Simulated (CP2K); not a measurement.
System: W, space group Im-3m (No. 229).

Structure:
```cif
data_structure
_symmetry_space_group_name_H-M 'P 1'
_symmetry_Int_Tables_number 1
_cell_length_a 2.7407
_cell_length_b 2.7407
_cell_length_c 2.7407
_cell_angle_alpha 109.471
_cell_angle_beta 109.471
_cell_angle_gamma 109.471
_cell_volume 15.85
loop_
_atom_site_label
_atom_site_type_symbol
_atom_site_fract_x
_atom_site_fract_y
_atom_site_fract_z
_atom_site_occupancy
W1 W 0.00000 0.00000 0.00000 1
```

Computed with CP2K 2026.2: DFT in Gaussian orbitals with a plane-wave density, no spin polarisation; energies at scaled volumes of the given cell, shape and fractions fixed, counted from the fit's minimum, third-order Birch-Murnaghan fit. Level: PBEsol with D4.

k mesh 12×12×12; occupations Fermi–Dirac; smearing width 0.05 eV; potentials GTH PBE with UZH TZVP basis; density cutoff 6123 eV; program settings ngrids 4, basis sets W TZVP-MOLOPT-PBE-GTH-q14, cutoff ry 450 Ry, rel cutoff ry 60 Ry.

Describe the result: the energy and pressure against volume. The volume takes the values 14.90, 15.21, 15.53, 15.85, 16.16, 16.48, 16.80 Å³/atom.

A third-order Birch–Murnaghan fit gives V0 = 15.49 Å³/atom, B0 = 326 GPa and B′ = 3.7. The energy is 24.21 meV/atom at volume 14.90 Å³/atom and 99.66 meV/atom at 16.80 Å³/atom; the lowest computed point is at volume 15.53 Å³/atom (0.16 meV/atom). The pressure falls from 13.56 GPa at volume 14.90 Å³/atom to −22.79 GPa at 16.80 Å³/atom, and changes sign near 15.49 Å³/atom.

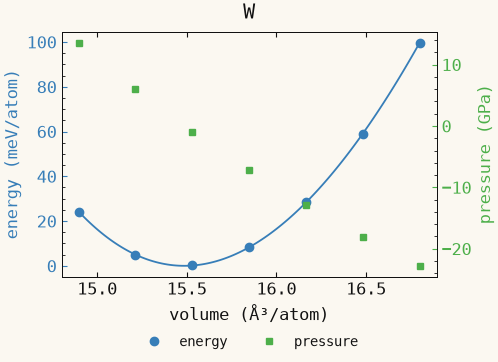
